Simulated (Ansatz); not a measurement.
# Ru: geometry relaxation (part 1 of 2)

Ru (slab, 6 atoms in the cell), computed with DFT, LDA, PAW with Ansatz's default frozen-core files, scalar-relativistic, no spin polarisation (Ansatz 0.2.0).

It belongs to a series of runs on one base structure; here: atoms relaxed, PAW files. Figures and captions count atoms from 1; the log counts them from 0 in places.

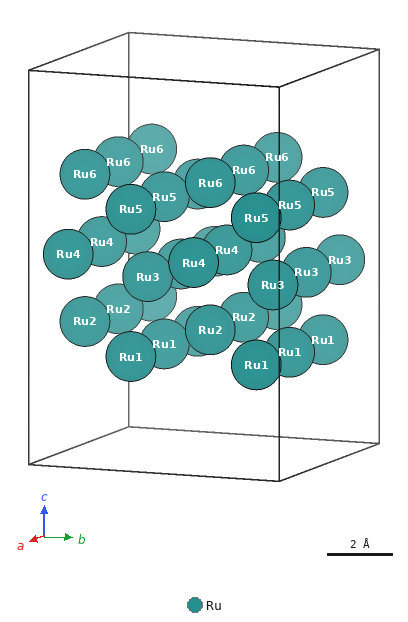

Fig. 1: The starting structure (spheres-only view of the 3 × 2 repeat of the cell, with the vacuum cut short, seen slightly off an axis; atoms are numbered from 1 in the order of the input).

**The input**
```yaml
crystal:
  lattice:
    - [2.6749329043, 0.0, 0.0]
    - [0.0, 4.2243485903, 0.0]
    - [0.0, 0.0, 21.4053]
  atoms:
    - { symbol: Ru, position: [0.75, 0.75, 0.3737390665] }
    - { symbol: Ru, position: [0.25, 0.25, 0.4098136192] }
    - { symbol: Ru, position: [0.25, 0.75, 0.4819627237] }
    - { symbol: Ru, position: [0.75, 0.25, 0.5180372763] }
    - { symbol: Ru, position: [0.75, 0.75, 0.5901863808] }
    - { symbol: Ru, position: [0.25, 0.25, 0.6262609335] }
kpoints:
  mp_grid: { grid: [14, 9, 1] }
scf:
  occupations: { method: fermi_dirac, width: 0.08 }
hamiltonian:
  xc: lda
  pseudopotentials: { kind: paw }
output:
  forces: true
  stress: true
  eigenvalues: true
  write_density: true
  write_potential: true
  elf: true
  volumetric_format: npy
relax:
  f_tol: 0.01
  max_steps: 40
efield:
  axis: 3
  amplitude: 0
  dipole_correction: true
```

Run on 2 threads of Arm Neoverse V2, 24 GiB of memory available, shared host.

Launched with:
```bash
ansatz run input.yaml --threads 2 --pin off --max-ram 4096MiB --backend cpu --events-out ev --progress --plain --runs-dir out
```

**What the program printed**
```
Warning: output.stress: scf.convergence.dr2_threshold = 1e-7 eV (the SCF's general default) is looser than the 6e-10 eV advised for a printed stress (1e-10 eV for each atom of the cell: 6). What an SCF threshold leaves in a stress goes as its square root, and in the free energy as the threshold itself, and one threshold admits the most on a small cell: of the crystals measured, under no hybrid functional and no lock of the moments, on runs that ended without the residual-converged pass, on stresses that held no estimate of that error, the worst erred by over 100 MPa in a component at 1e-7 eV an atom and by under 5 at 1e-10. Every solve of this run answers to scf.convergence.dr2_threshold, and the tensor of one is reported: a single SCF on the reported geometry and on this run's grids (its basis.xc_grid and basis.ecutrho_ratio typed), with scf.convergence.dr2_threshold at 6e-10 eV or tighter, prints it and tightens no other solve. Else set scf.convergence.dr2_threshold to 6e-10 eV or tighter. The threshold is an SCF's pass mark: one that does not reach it within its budget of iterations ends unconverged, or closes short of it on a stop that the run arms, and scf.convergence.dr2_threshold's page says what that costs each kind of run
Engine: ansatz 0.2.0, aarch64-unknown-linux-gnu
Pseudopotentials: kind: paw
Pseudopotential: Ru, paw, valence charge 16, recommended cutoff 420 eV (normal), Ru.paw.azcp
Functional definition: SPW92
  exchange = slater_x
  correlation = pw_c
Crystal: 6 atoms, lattice volume = 241.877 Å³
Basis set: ecut = 420 eV, 4769 PW (Γ)
Bands: 58, of which v1, the nominal top of the filled ones, is band 48 counted from 1 (47 counted from 0)
Symmetry: 4 space group operations
k-points: 40 of 126
Non-local potential: Ru, projectors of the file, l = 0: 3, l = 1: 2, l = 2: 2, l = 3: 1
PAW form: soft (Blöchl's): semilocal exchange-correlation on the pseudo side does not see the compensation charge
PAW frozen core: Ru, regenerated for the run's functional, and the local potential with it (the file was generated under x = pbe(κ = 0.804, μ = 0.2195149727645171), c = pbe(β = 0.06672455060314922))
PAW one-centre angular grid: Ru, 590 points (default); XC on 64 Gauss nodes
Initial density: superposition of atomic densities (neutral atoms: chi_scale 0, normalization atom), corrected by the library's trained network
Initial wavefunctions: pseudopotential atomic-orbital guess
Functional: x = slater, c = lda
SCF iter   1: F=—  HF=-34544.720636 eV  |F-HF|=—  |Δ(HF+E_count)|=         —  Δρ=1.01e-2  dr2=3.84e-1  ethr=1.77e-3  p=0.000 e·Å  D=5.26e-14 V/Å  ΔV_dip=-0.00 eV  dr2_dipole=8.17e-9  V_vac-E_F(+/−)=4.90/4.90 eV  ⟨swp⟩=9.1  Hψ=10779  notcnv=0
efield: sawtooth ramp at fractional position 0.9500 (placed from the atoms, in the widest stretch of the axis that holds none; the zero of the levels goes with the place), width 0.1000; the density the first Hamiltonian is built on has a dipole p = 0.000 e·Å; the dipole correction subtracts the counter field D = 5.26e-14 V/Å, which shifts the + side's vacuum level by -0.00 eV against the − side's; the planar-averaged density in the ramp window peaks in size at 3.5e-5 e/Å³
preconditioner: auto → LDOS  [metal: Δε(μ)=0.011 eV  Ē_g=4.537 eV  σ=0.080 eV  W_gap=0.04  n_scr=40 (ndim 8)  ℏωp=16.5 eV  f_vac=0.595  D(μ)=8.11/eV (n_scr^D=52)  β→1.0]
SCF iter   2: F=—  HF=-34544.717095 eV  |F-HF|=—  |Δ(HF+E_count)|=   3.54e-3  Δρ=5.96e-3  dr2=9.43e-2  ethr=4.00e-4  p=0.000 e·Å  D=5.99e-6 V/Å  ΔV_dip=-0.00 eV  dr2_dipole=4.07e-8  V_vac-E_F(+/−)=5.07/5.07 eV  ⟨swp⟩=2.5  Hψ=4658  notcnv=0
SCF iter   3: F=—  HF=-34544.692357 eV  |F-HF|=—  |Δ(HF+E_count)|=   2.47e-2  Δρ=1.55e-3  dr2=1.75e-2  ethr=9.82e-5  p=0.000 e·Å  D=1.32e-6 V/Å  ΔV_dip=-0.00 eV  dr2_dipole=5.02e-12  V_vac-E_F(+/−)=5.10/5.10 eV  ⟨swp⟩=2.5  Hψ=4650  notcnv=0
SCF iter   4: F=—  HF=-34544.690223 eV  |F-HF|=—  |Δ(HF+E_count)|=   2.13e-3  Δρ=5.24e-4  dr2=8.42e-4  ethr=1.82e-5  p=0.000 e·Å  D=3.91e-7 V/Å  ΔV_dip=-0.00 eV  dr2_dipole=7.30e-10  V_vac-E_F(+/−)=5.11/5.11 eV  ⟨swp⟩=2.1  Hψ=3266  notcnv=0
SCF iter   5: F=—  HF=-34544.690286 eV  |F-HF|=—  |Δ(HF+E_count)|=   6.27e-5  Δρ=1.10e-4  dr2=4.23e-5  ethr=8.77e-7  p=0.000 e·Å  D=5.34e-7 V/Å  ΔV_dip=-0.00 eV  dr2_dipole=2.89e-11  V_vac-E_F(+/−)=5.12/5.12 eV  ⟨swp⟩=2.2  Hψ=3661  notcnv=0
SCF iter   6: F=—  HF=-34544.690326 eV  |F-HF|=—  |Δ(HF+E_count)|=   3.97e-5  Δρ=3.87e-5  dr2=5.75e-6  ethr=4.41e-8  p=0.000 e·Å  D=1.90e-7 V/Å  ΔV_dip=-0.00 eV  dr2_dipole=2.54e-13  V_vac-E_F(+/−)=5.14/5.14 eV  ⟨swp⟩=2.5  Hψ=4351  notcnv=0
SCF iter   7: F=-34544.690324 eV  HF=-34544.690324 eV  |F-HF|=7.79e-7  |Δ(HF+E_count)|=   1.12e-6  Δρ=1.42e-5  dr2=1.17e-6  ethr=2.60e-9  p=0.000 e·Å  D=1.27e-7 V/Å  ΔV_dip=-0.00 eV  dr2_dipole=1.97e-12  V_vac-E_F(+/−)=5.14/5.14 eV  ⟨swp⟩=16.4  Hψ=22703  notcnv=0
SCF 1 converged in 7 iterations: F = -34544.690324 eV  dr2 = 1.17e-6
  greatest PAW one-centre occupation: 1.000 electrons in one spin orbital (limit 2), on the Ru atom at site 5 (counted from 0), in its partial waves of l = 0
relax step   1: F+E_penalty+E_count = -34544.69032364 eV  Δ(F+E_penalty+E_count) = +0.000e0 eV  max|allowed force component| = 1.151e0 eV/Å  Δτ_max = 0.0000 Å  (7 SCF iters, dr2 threshold 2.50e-6 eV, accepted)
Initial density: handed on by an earlier stage of this run
Initial wavefunctions: those handed on with the density
iter 1 solved again at ethr=1.55e-3 eV; its pass at ethr=3.10e-3 eV (dr2=1.49e0 eV) is discarded
SCF iter   1: F=—  HF=-34544.940164 eV  |F-HF|=—  |Δ(HF+E_count)|=         —  Δρ=1.78e-2  dr2=1.46e0  ethr=1.55e-3  p=0.000 e·Å  D=1.27e-7 V/Å  ΔV_dip=-0.00 eV  dr2_dipole=5.69e-11  V_vac-E_F(+/−)=5.15/5.15 eV  ⟨swp⟩=1.7  Hψ=8487  notcnv=0
efield: sawtooth ramp at fractional position 0.9500 (handed on by an earlier solve), width 0.1000; the density the first Hamiltonian is built on has a dipole p = 0.000 e·Å; the dipole correction subtracts the counter field D = 1.27e-7 V/Å, which shifts the + side's vacuum level by -0.00 eV against the − side's; the planar-averaged density in the ramp window peaks in size at 7.7e-7 e/Å³
preconditioner: auto → LDOS  [metal: Δε(μ)=0.011 eV  Ē_g=4.790 eV  σ=0.080 eV  W_gap=0.03  n_scr=40 (ndim 8)  ℏωp=16.5 eV  f_vac=0.608  D(μ)=8.11/eV (n_scr^D=52)  β→1.0]
SCF iter   2: F=—  HF=-34544.842024 eV  |F-HF|=—  |Δ(HF+E_count)|=   9.81e-2  Δρ=7.99e-3  dr2=1.38e-1  ethr=1.52e-3  p=0.000 e·Å  D=3.71e-7 V/Å  ΔV_dip=-0.00 eV  dr2_dipole=2.96e-12  V_vac-E_F(+/−)=5.22/5.22 eV  ⟨swp⟩=2.2  Hψ=3574  notcnv=0
SCF iter   3: F=—  HF=-34544.808329 eV  |F-HF|=—  |Δ(HF+E_count)|=   3.37e-2  Δρ=2.98e-3  dr2=2.34e-2  ethr=1.44e-4  p=0.000 e·Å  D=3.78e-7 V/Å  ΔV_dip=-0.00 eV  dr2_dipole=1.21e-12  V_vac-E_F(+/−)=5.17/5.17 eV  ⟨swp⟩=3.1  Hψ=5193  notcnv=0
SCF iter   4: F=—  HF=-34544.804202 eV  |F-HF|=—  |Δ(HF+E_count)|=   4.13e-3  Δρ=7.07e-4  dr2=1.52e-3  ethr=2.44e-5  p=0.000 e·Å  D=5.80e-8 V/Å  ΔV_dip=-0.00 eV  dr2_dipole=2.22e-13  V_vac-E_F(+/−)=5.20/5.20 eV  ⟨swp⟩=2.1  Hψ=3368  notcnv=0
SCF iter   5: F=—  HF=-34544.804101 eV  |F-HF|=—  |Δ(HF+E_count)|=   1.01e-4  Δρ=1.42e-4  dr2=4.33e-5  ethr=1.58e-6  p=0.000 e·Å  D=9.31e-8 V/Å  ΔV_dip=-0.00 eV  dr2_dipole=7.00e-14  V_vac-E_F(+/−)=5.20/5.20 eV  ⟨swp⟩=2.3  Hψ=4001  notcnv=0
SCF iter   6: F=-34544.804145 eV  HF=-34544.804146 eV  |F-HF|=8.48e-7  |Δ(HF+E_count)|=   4.48e-5  Δρ=4.77e-5  dr2=1.04e-5  ethr=4.51e-8  p=0.000 e·Å  D=9.80e-9 V/Å  ΔV_dip=-0.00 eV  dr2_dipole=2.51e-13  V_vac-E_F(+/−)=5.21/5.21 eV  ⟨swp⟩=18.9  Hψ=27992  notcnv=0
SCF 2 converged in 6 iterations: F = -34544.804145 eV  dr2 = 1.04e-5
  greatest PAW one-centre occupation: 1.000 electrons in one spin orbital (limit 2), on the Ru atom at site 0 (counted from 0), in its partial waves of l = 0
relax step   2: F+E_penalty+E_count = -34544.80414507 eV  Δ(F+E_penalty+E_count) = -1.138e-1 eV  max|allowed force component| = 5.590e-1 eV/Å  Δτ_max = 0.1918 Å  (6 SCF iters, dr2 threshold 8.28e-5 eV, accepted)
SCF iter   1: F=—  HF=-34544.860747 eV  |F-HF|=—  |Δ(HF+E_count)|=         —  Δρ=5.37e-3  dr2=1.50e-1  ethr=1.62e-3  p=0.000 e·Å  D=9.80e-9 V/Å  ΔV_dip=-0.00 eV  dr2_dipole=2.61e-12  V_vac-E_F(+/−)=5.20/5.20 eV  ⟨swp⟩=4.0  Hψ=4287  notcnv=0
efield: sawtooth ramp at fractional position 0.9500 (handed on by an earlier solve), width 0.1000; the density the first Hamiltonian is built on has a dipole p = 0.000 e·Å; the dipole correction subtracts the counter field D = 9.80e-9 V/Å, which shifts the + side's vacuum level by -0.00 eV against the − side's; the planar-averaged density in the ramp window peaks in size at 1.2e-6 e/Å³
preconditioner: auto → LDOS  [metal: Δε(μ)=0.027 eV  Ē_g=4.688 eV  σ=0.080 eV  W_gap=0.08  n_scr=40 (ndim 8)  ℏωp=16.5 eV  f_vac=0.604  D(μ)=8.36/eV (n_scr^D=52)  β→1.0]
SCF iter   2: F=—  HF=-34544.850093 eV  |F-HF|=—  |Δ(HF+E_count)|=   1.07e-2  Δρ=1.99e-3  dr2=1.12e-2  ethr=1.56e-4  p=0.000 e·Å  D=6.45e-7 V/Å  ΔV_dip=-0.00 eV  dr2_dipole=1.60e-12  V_vac-E_F(+/−)=5.18/5.18 eV  ⟨swp⟩=2.0  Hψ=3884  notcnv=0
SCF iter   3: F=—  HF=-34544.848201 eV  |F-HF|=—  |Δ(HF+E_count)|=   1.89e-3  Δρ=1.10e-3  dr2=3.19e-3  ethr=1.17e-5  p=0.000 e·Å  D=4.45e-7 V/Å  ΔV_dip=-0.00 eV  dr2_dipole=6.50e-12  V_vac-E_F(+/−)=5.21/5.21 eV  ⟨swp⟩=3.0  Hψ=4807  notcnv=0
SCF iter   4: F=—  HF=-34544.847495 eV  |F-HF|=—  |Δ(HF+E_count)|=   7.06e-4  Δρ=2.79e-4  dr2=2.40e-4  ethr=3.32e-6  p=0.000 e·Å  D=3.06e-7 V/Å  ΔV_dip=-0.00 eV  dr2_dipole=5.40e-13  V_vac-E_F(+/−)=5.20/5.20 eV  ⟨swp⟩=2.0  Hψ=3339  notcnv=0
SCF iter   5: F=-34544.847482 eV  HF=-34544.847478 eV  |F-HF|=3.91e-6  |Δ(HF+E_count)|=   1.70e-5  Δρ=4.30e-5  dr2=4.12e-6  ethr=2.03e-8  p=0.000 e·Å  D=1.66e-7 V/Å  ΔV_dip=-0.00 eV  dr2_dipole=7.92e-16  V_vac-E_F(+/−)=5.20/5.20 eV  ⟨swp⟩=16.2  Hψ=26582  notcnv=0
SCF 3 converged in 5 iterations: F = -34544.847482 eV  dr2 = 4.12e-6
relax step   3: F+E_penalty+E_count = -34544.84748195 eV  Δ(F+E_penalty+E_count) = -4.334e-2 eV  max|allowed force component| = 5.441e-2 eV/Å  Δτ_max = 0.0583 Å  (5 SCF iters, dr2 threshold 1.95e-5 eV, accepted)
SCF iter   1: F=—  HF=-34544.847754 eV  |F-HF|=—  |Δ(HF+E_count)|=         —  Δρ=4.53e-4  dr2=1.44e-3  ethr=9.43e-6  p=0.000 e·Å  D=1.66e-7 V/Å  ΔV_dip=-0.00 eV  dr2_dipole=7.28e-14  V_vac-E_F(+/−)=5.20/5.20 eV  ⟨swp⟩=2.0  Hψ=3896  notcnv=0
efield: sawtooth ramp at fractional position 0.9500 (handed on by an earlier solve), width 0.1000; the density the first Hamiltonian is built on has a dipole p = 0.000 e·Å; the dipole correction subtracts the counter field D = 1.66e-7 V/Å, which shifts the + side's vacuum level by -0.00 eV against the − side's; the planar-averaged density in the ramp window peaks in size at 2.0e-6 e/Å³
preconditioner: auto → LDOS  [metal: Δε(μ)=0.016 eV  Ē_g=4.681 eV  σ=0.080 eV  W_gap=0.05  n_scr=40 (ndim 8)  ℏωp=16.5 eV  f_vac=0.604  D(μ)=8.37/eV (n_scr^D=52)  β→1.0]
SCF iter   2: F=—  HF=-34544.847668 eV  |F-HF|=—  |Δ(HF+E_count)|=   8.58e-5  Δρ=1.32e-4  dr2=9.85e-5  ethr=1.50e-6  p=0.000 e·Å  D=8.99e-8 V/Å  ΔV_dip=-0.00 eV  dr2_dipole=8.46e-14  V_vac-E_F(+/−)=5.20/5.20 eV  ⟨swp⟩=2.0  Hψ=3157  notcnv=0
SCF iter   3: F=—  HF=-34544.847838 eV  |F-HF|=—  |Δ(HF+E_count)|=   1.70e-4  Δρ=1.36e-4  dr2=6.93e-5  ethr=1.03e-7  p=0.000 e·Å  D=3.64e-8 V/Å  ΔV_dip=-0.00 eV  dr2_dipole=3.17e-13  V_vac-E_F(+/−)=5.20/5.20 eV  ⟨swp⟩=3.0  Hψ=4916  notcnv=0
SCF iter   4: F=—  HF=-34544.847822 eV  |F-HF|=—  |Δ(HF+E_count)|=   1.62e-5  Δρ=1.25e-5  dr2=1.09e-6  ethr=7.22e-8  p=0.000 e·Å  D=3.54e-8 V/Å  ΔV_dip=-0.00 eV  dr2_dipole=1.03e-13  V_vac-E_F(+/−)=5.20/5.20 eV  ⟨swp⟩=2.0  Hψ=3365  notcnv=0
SCF iter   5: F=-34544.847823 eV  HF=-34544.847823 eV  |F-HF|=1.26e-7  |Δ(HF+E_count)|=   1.10e-6  Δρ=4.13e-6  dr2=2.79e-8  ethr=1.93e-10  p=0.000 e·Å  D=1.57e-8 V/Å  ΔV_dip=-0.00 eV  dr2_dipole=1.79e-14  V_vac-E_F(+/−)=5.20/5.20 eV  ⟨swp⟩=15.0  Hψ=21767  notcnv=0
SCF 4 converged in 5 iterations: F = -34544.847823 eV  dr2 = 2.79e-8
relax step   4: F+E_penalty+E_count = -34544.84782282 eV  Δ(F+E_penalty+E_count) = -3.409e-4 eV  max|allowed force component| = 1.229e-2 eV/Å  Δτ_max = 0.0038 Å  (5 SCF iters, dr2 threshold 1.85e-7 eV, accepted)
SCF iter   1: F=—  HF=-34544.847686 eV  |F-HF|=—  |Δ(HF+E_count)|=         —  Δρ=9.43e-5  dr2=3.93e-5  ethr=6.46e-7  p=0.000 e·Å  D=1.57e-8 V/Å  ΔV_dip=-0.00 eV  dr2_dipole=1.02e-13  V_vac-E_F(+/−)=5.20/5.20 eV  ⟨swp⟩=2.0  Hψ=3405  notcnv=0
efield: sawtooth ramp at fractional position 0.9500 (handed on by an earlier solve), width 0.1000; the density the first Hamiltonian is built on has a dipole p = 0.000 e·Å; the dipole correction subtracts the counter field D = 1.57e-8 V/Å, which shifts the + side's vacuum level by -0.00 eV against the − side's; the planar-averaged density in the ramp window peaks in size at 1.1e-6 e/Å³
preconditioner: auto → LDOS  [metal: Δε(μ)=0.015 eV  Ē_g=4.681 eV  σ=0.080 eV  W_gap=0.05  n_scr=40 (ndim 8)  ℏωp=16.5 eV  f_vac=0.604  D(μ)=8.36/eV (n_scr^D=52)  β→1.0]
SCF iter   2: F=—  HF=-34544.847840 eV  |F-HF|=—  |Δ(HF+E_count)|=   1.54e-4  Δρ=3.13e-5  dr2=3.41e-6  ethr=4.09e-8  p=0.000 e·Å  D=1.72e-8 V/Å  ΔV_dip=-0.00 eV  dr2_dipole=6.72e-14  V_vac-E_F(+/−)=5.20/5.20 eV  ⟨swp⟩=2.0  Hψ=3455  notcnv=0
SCF iter   3: F=—  HF=-34544.847841 eV  |F-HF|=—  |Δ(HF+E_count)|=   5.96e-7  Δρ=1.94e-5  dr2=1.04e-6  ethr=3.55e-9  p=-0.000 e·Å  D=-1.65e-9 V/Å  ΔV_dip=0.00 eV  dr2_dipole=7.57e-15  V_vac-E_F(+/−)=5.20/5.20 eV  ⟨swp⟩=3.4  Hψ=5227  notcnv=0
SCF iter   4: F=-34544.847840 eV  HF=-34544.847840 eV  |F-HF|=5.31e-8  |Δ(HF+E_count)|=   1.71e-7  Δρ=6.96e-6  dr2=7.83e-8  ethr=1.04e-10  p=0.000 e·Å  D=4.25e-9 V/Å  ΔV_dip=-0.00 eV  dr2_dipole=2.43e-14  V_vac-E_F(+/−)=5.20/5.20 eV  ⟨swp⟩=11.4  Hψ=21217  notcnv=0
SCF 5 converged in 4 iterations: F = -34544.847840 eV  dr2 = 7.83e-8
relax step   5: F+E_penalty+E_count = -34544.84784038 eV  Δ(F+E_penalty+E_count) = -1.756e-5 eV  max|allowed force component| = 1.313e-3 eV/Å  Δτ_max = 0.0008 Å  (4 SCF iters, accepted)
```

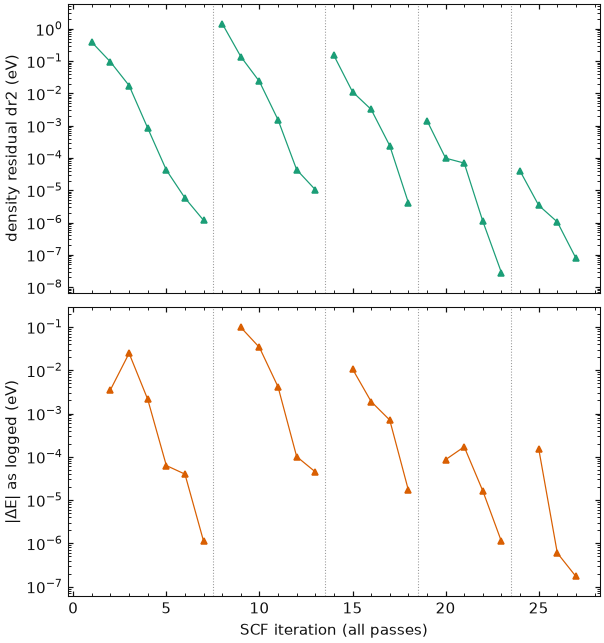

Fig. 2: Convergence of the self-consistent field: density residual dr2 and size of the energy change against the SCF iteration. The dotted lines part the SCF passes of the relaxation: geometry steps, rejected trials and re-solves on a re-selected basis. The 5 passes take 4 to 7 iterations each, 27 in all.

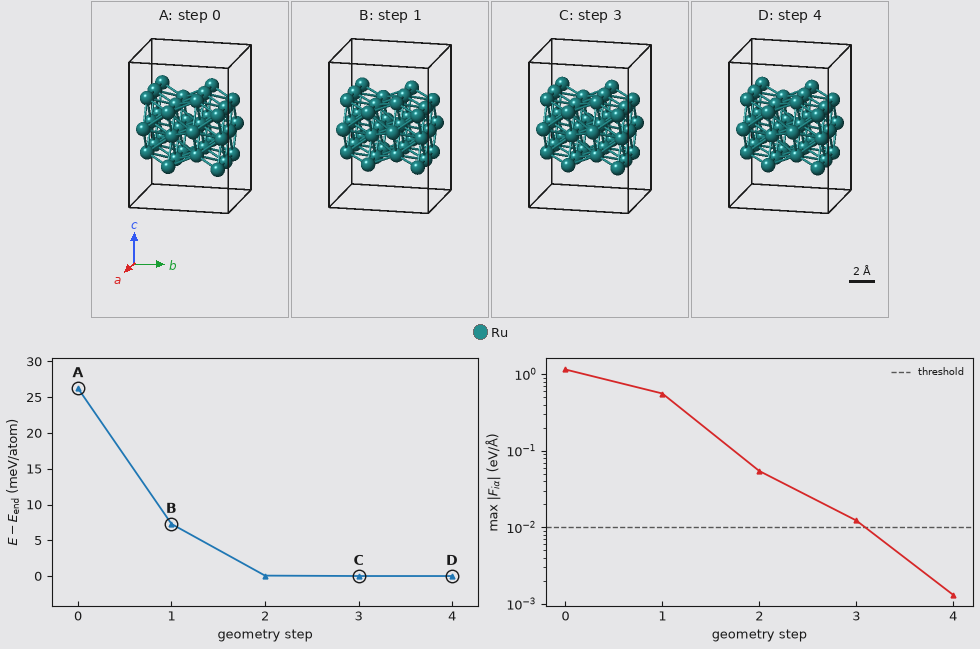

Fig. 3: Frames of the relaxation (ball-and-stick view of the 3 × 2 repeat of the cell, with the vacuum cut short, seen slightly off an axis) above the curves, on which the letters mark them (the first geometry is step 0 here and step 1 in the log).

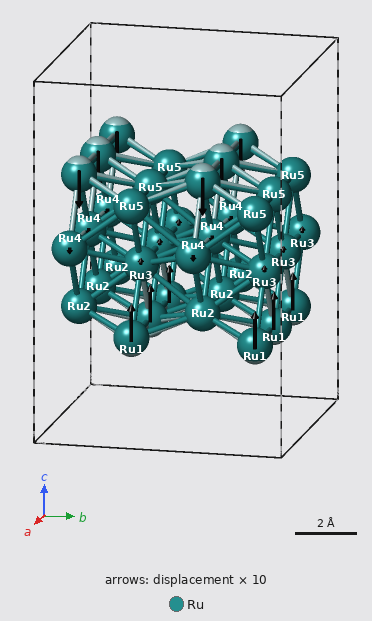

Fig. 4: Start (faint) and end (solid) with the displacements as black arrows, magnified 10 times (ball-and-stick view of the 3 × 2 repeat of the cell, with the vacuum cut short, seen slightly off an axis). The largest moves, 0.13 Å, are those of Ru1 and Ru6. The cell stays as it was. Among the contacts that change: Ru1–Ru3 2.675 → 2.582 Å, Ru1–Ru2 2.617 → 2.579 Å, Ru2–Ru3 2.617 → 2.636 Å, Ru3–Ru4 2.617 → 2.603 Å. After 4 geometry steps the energy has fallen by 26.3 meV per atom. The largest force component goes from 1.2 to 0.0013 eV/Å. (Atoms are counted from 1 in the order of the input.)
